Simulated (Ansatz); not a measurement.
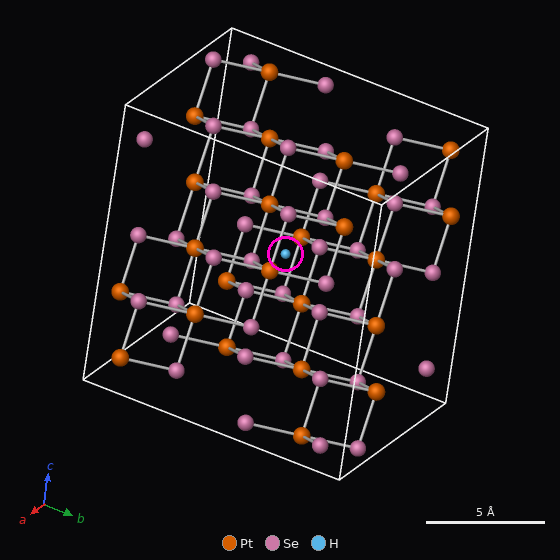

Ball-and-stick drawing of the structure, looking slightly off an axis. Atoms at the boundary of the supercell (the box) are drawn once for each face, edge or corner they touch. The host is PtSe$_{2}$, in a cell of 48 sites, and the cell carries a charge of -1. A ring marks the defect's site.

What kind of defect was put in?

An interstitial hydrogen atom. It is bonded to no bonds drawn.

The atoms were relaxed in the host's cell with DFT PBE, scalar-relativistic, plane waves, PAW (Ansatz).
